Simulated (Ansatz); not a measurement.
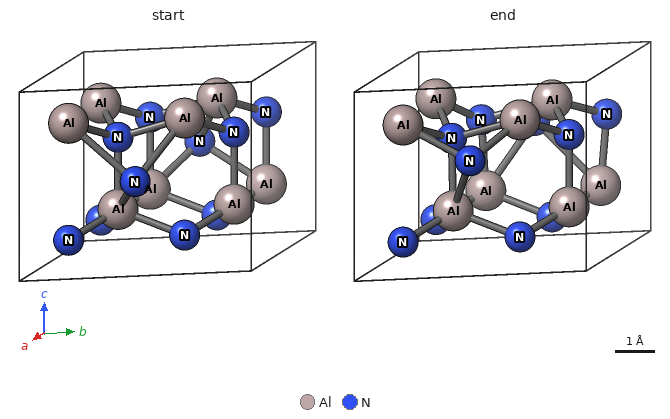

The structure of a defect cell of composition Al$_{8}$N$_{9}$ (coarse preliminary run) before (left) and after (right) a relaxation, at one scale.

Style: ball-and-stick. Shown: the cell of the calculation, reduced to other axes (origin shifted), slightly off an axis. Lengths and directions refer to the drawn axes.

Case: N interstitial, charge +0, atoms relaxed at the host's cell.

Computed with DFT PBE, scalar-relativistic, plane waves, PAW (Ansatz). Settings: plane-wave cutoff 420 eV; k-point mesh 1 × 1 × 1; occupations gaussian; smearing width 0.01 eV; collinear spin; atoms relaxed in a fixed cell; force threshold 0.025 eV/Å; at most 45 steps.

Q: What changed between the two?

A: Over 6 geometry steps the energy falls by 1.400 eV per cell of the calculation. Largest force component: 2.5 eV/Å at the start, 0.0035 eV/Å at the end. The largest move is that of an N atom, 0.55 Å along +c. Largest moves by element: N 0.55 Å, Al 0.12 Å. The cell stays as it was. Among the contacts that change: Al–N 2.090 → 2.425 Å, Al–N 2.323 → 2.013 Å, Al–N 1.915 → 1.811 Å, Al–N 1.902 → 1.982 Å. Among the angles between lasting bonds that change: Al–N–Al 84.7° → 103.1°, N–Al–N 128.9° → 115.3°, N–Al–N 122.9° → 135.8°. The run took 4.8 s on 4 threads of Arm Neoverse V2, on a shared host, peak memory 0.2 GiB.

Limits of the set-up: the k-point mesh is coarse for a cell with partly filled bands; the periodic images lie only 5.0 Å apart, so the values are limited by the cell's size.
